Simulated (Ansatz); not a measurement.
# Fe₅Co₃: what the electrons do

Space group Im-3m; the calculation finds a residual pressure of about 19 GPa at this fixed cell; spin-polarised. Net moment 18.1 μB in the 8-atom cell of the calculation; other magnetic orders weren't tried. So large a residual pressure suggests that the database cell is idealised or belongs to other conditions. The cell comes from a database of computed structures, not from a measurement.

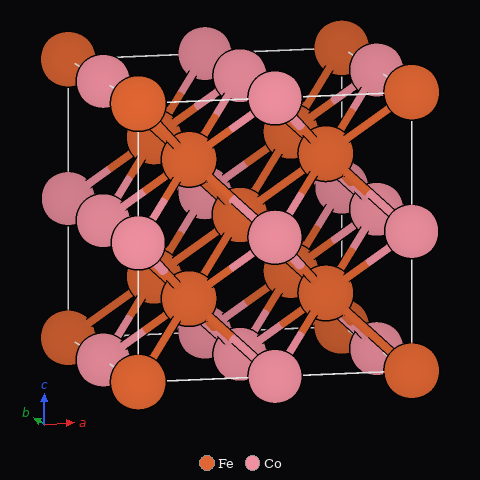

The conventional cell.

Input

```
crystal:
  lattice:
    - [-2.770908, 2.770908, 2.770908]
    - [2.770908, -2.770908, 2.770908]
    - [2.770908, 2.770908, -2.770908]
  atoms:
    - { symbol: Fe, position: [0.0, 0.0, 0.0], spin: 4.0 }
    - { symbol: Fe, position: [0.0, 0.0, 0.5], spin: 4.0 }
    - { symbol: Fe, position: [0.0, 0.5, 0.0], spin: 4.0 }
    - { symbol: Fe, position: [0.5, 0.0, 0.0], spin: 4.0 }
    - { symbol: Fe, position: [0.5, 0.5, 0.5], spin: 4.0 }
    - { symbol: Co, position: [0.0, 0.5, 0.5], spin: 3.0 }
    - { symbol: Co, position: [0.5, 0.5, 0.0], spin: 3.0 }
    - { symbol: Co, position: [0.5, 0.0, 0.5], spin: 3.0 }
magnetization:
  spin_polarized: true
basis:
  ecutwfc: 500
  fft_grid_basis: typed
kpoints:
  mp_grid: { grid: [10, 10, 10] }
hamiltonian:
  xc: pbe
  pseudopotentials: { kind: paw }
scf:
  occupations: { method: gaussian, width: 0.05 }
output:
  forces: true
  stress: true
  eigenvalues: true
  bader: true
  write_density: true
  volumetric_format: npy
  populations: true
  elf: true
```

Command:

```sh
ansatz run input.yaml --threads 2 --pin off --max-ram 4096MiB --backend cpu --events-out ev --progress --plain --runs-dir out
```

The picture shows the conventional cell (a = 5.54 Å, b = 5.54 Å, c = 5.54 Å, α = 90.00°, β = 90.00°, γ = 90.00°).

Theory: Ansatz 0.2.0, DFT PBE, scalar-relativistic, plane waves, PAW.

Core electrons are frozen (PAW), so the maps are meaningful between the atoms, not at the nuclei.

Part 1: Bonding charge

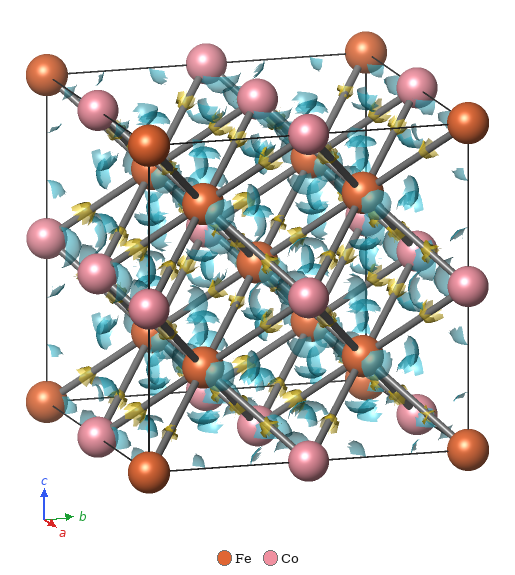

Density of the crystal less the sum of free-atom densities: yellow surfaces at +0.03 and cyan ones at −0.03 e/Å³, in the conventional cell seen slightly off an axis (the regions close to the nuclei are left out). Cores are masked to 0.9 Å (Fe) and 0.8 Å (Co).

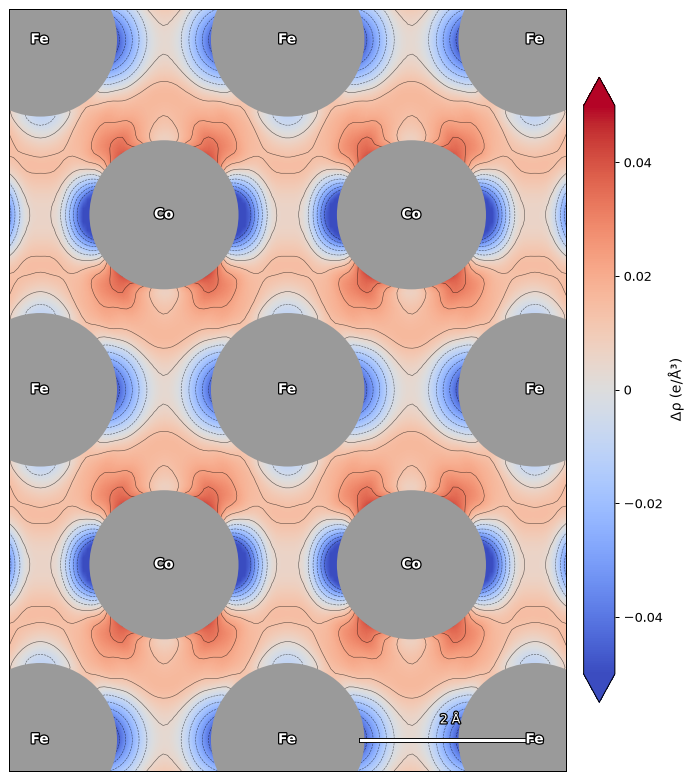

The same field as a map on the (101) plane of the conventional cell, with grey discs over the atomic cores.

Question: Read the map: where is density gained and where lost?

Answer: Fe–Fe (2.40 Å): Δρ is +0.03 e/Å³ at the midpoint (this contact isn't in the plane drawn).
Co–Fe (2.40 Å): Δρ is +0.02 e/Å³ at the midpoint.
Co–Co (2.77 Å): Δρ is +0.006 e/Å³ at the midpoint.
Over the whole cell, outside the masked cores, the largest gain lies at the edge of the masked cores of Fe and Co, and the largest loss lies at the edge of the masked core of Co.
The rearranged charge, half the integral of |Δρ|, is about 0.11 e an atom.
Bader charges: Fe −0.01 to +0.16 and Co −0.20 e. Among metals such charges hang on how the charge between the atoms is shared out.

Part 2: States by energy

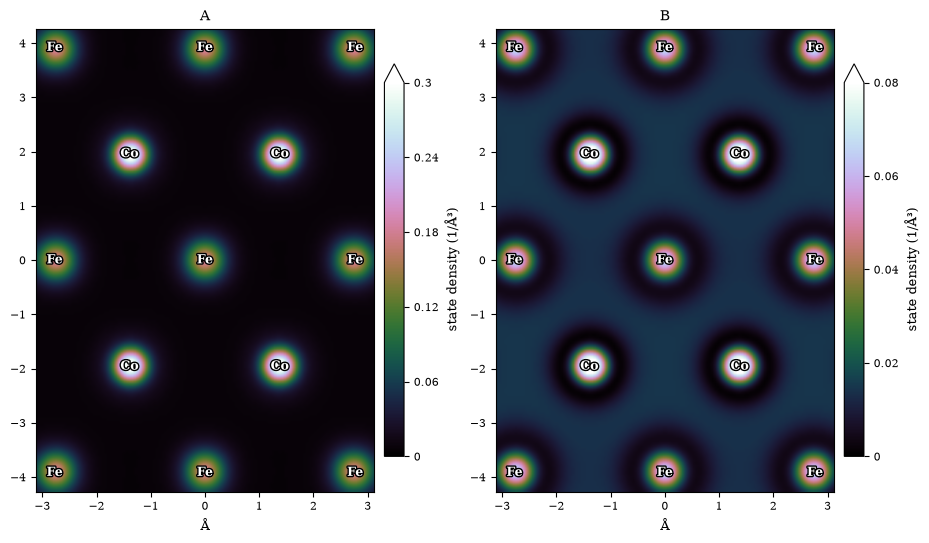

Fe₅Co₃: densities of the states in two energy windows, on the (011) plane of the conventional cell.

Question: The windows, about the Fermi level, are −9.4 to −6.3 eV and −6.3 to −3.1 eV. Which panel shows which?

Answer: Panel A: −6.3 to −3.1 eV, the middle third of the occupied valence band, mainly Fe 3d (50 %), Co 3d (35 %) and Fe 4s (10 %).
Panel B: −9.4 to −6.3 eV, the lower third of the occupied valence band, mainly Fe 4s (55 %) and Co 4s (35 %).
The characters are Löwdin shares on a minimal set of atomic orbitals.

Part 3: Another level of theory

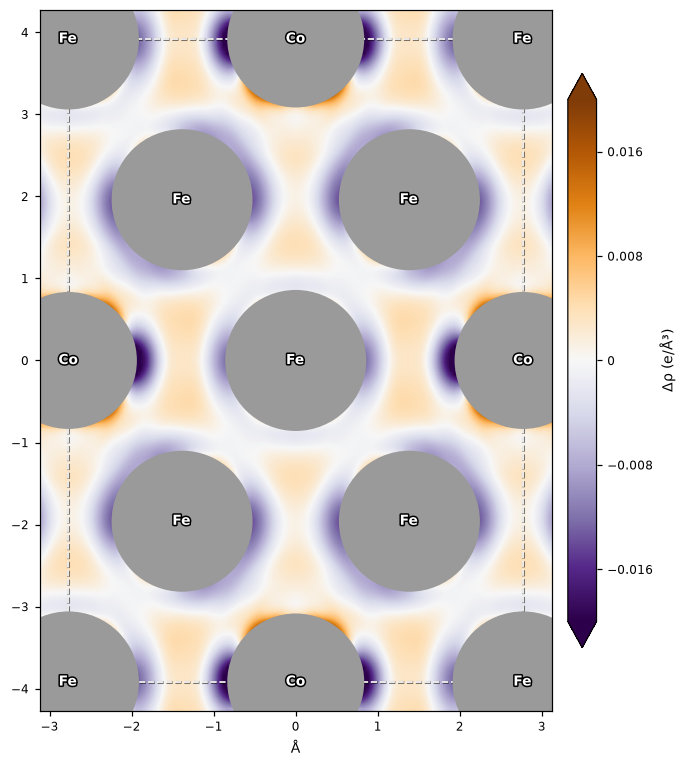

Fe₅Co₃: difference of two self-consistent densities at the same geometry, ρ(r2SCAN) − ρ(PBE), on the (110) plane of the conventional cell. Grey discs cover the cores, where the PAW densities can't be compared. Cores are masked to 0.9 Å (Fe) and 0.8 Å (Co).

Both runs: Ansatz, scalar-relativistic, plane waves and PAW, same cutoff, k-points and PAW files (made with PBE).

Question: What differs between the two levels of theory?

Answer: Against PBE, and outside the masked cores, the largest gain lies at the edge of the masked core of Co, and the largest loss lies at the edge of the masked core of Co.
- Bader charges are Fe −0.01 to +0.16 and Co −0.20 e with PBE and Fe −0.03 to +0.20 and Co −0.26 e with r2SCAN. Among metals such charges hang on how the charge between the atoms is shared out.
- At this volume the pressure is 19 GPa with PBE and 16 GPa with r2SCAN.
- The integrated |spin density| goes from 19.0 to 20.9 μB in the cell of the calculation, and part of the map comes from this change.

Part 4: Change of volume

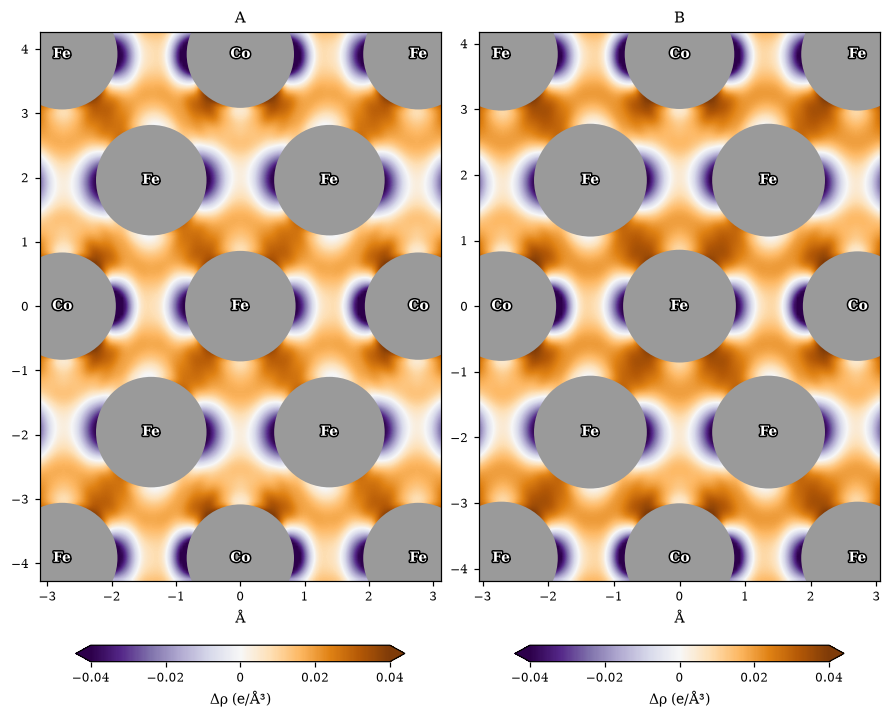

Fe₅Co₃: deformation density on the (110) plane of the conventional cell at two volumes, with the same fractional coordinates and one colour scale. Grey discs cover the cores. Panel B has 94 % of the volume of panel A.

Question: How do bonds, bonding charge and pressure respond to this change of volume?

Answer: From A to B, Fe–Fe goes from 2.40 to 2.35 Å, and Δρ at its midpoint from +0.028 to +0.032 e/Å³. From A to B, Co–Fe goes from 2.40 to 2.35 Å, and Δρ at its midpoint from +0.02 to +0.03 e/Å³. The pressure is 19 GPa in A and 39 GPa in B. The rearranged charge is 0.11 e an atom in A and 0.11 e in B. The net moment is 18.12 μB a cell in A and 17.62 μB in B.

Part 5: Putting it together

The two pressures give a mean stiffness −ΔP/Δln V of about 311 GPa over this range, with the atoms held at their fractional positions.
